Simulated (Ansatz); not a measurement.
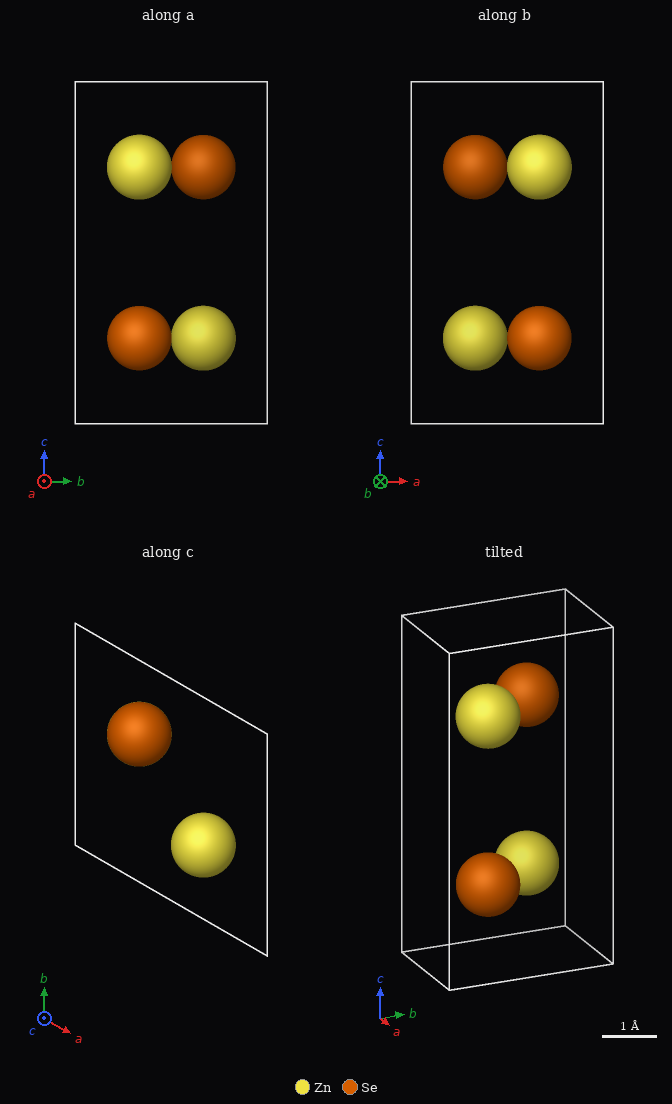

View along the a axis, along the b axis, along the c axis and slightly off an axis, drawn as a spheres-only model. The lines enclose the conventional unit cell; boundary atoms appear with their images.

Lattice parameters: a = 4.1514 Å, b = 4.1514 Å, c = 6.4014 Å, α = 90.000°, β = 90.000°, γ = 120.000°.

> From the views, write a CIF in P1 with every atom of the cell.

```cif
data_structure
_symmetry_space_group_name_H-M 'P 1'
_symmetry_Int_Tables_number 1
_cell_length_a 4.1514
_cell_length_b 4.1514
_cell_length_c 6.4014
_cell_angle_alpha 90.000
_cell_angle_beta 90.000
_cell_angle_gamma 120.000
_cell_volume 95.54
loop_
_atom_site_label
_atom_site_type_symbol
_atom_site_fract_x
_atom_site_fract_y
_atom_site_fract_z
_atom_site_occupancy
Zn1 Zn 0.3333 0.6667 0.2500 1
Zn2 Zn 0.6667 0.3333 0.7500 1
Se1 Se 0.6667 0.3333 0.2500 1
Se2 Se 0.3333 0.6667 0.7500 1
```

The starting point was a structure type filled with these elements by a generator (whether the compound takes this form wasn't checked). The cell was then strained or its atoms displaced on purpose. A calculation with Ansatz used it as input.
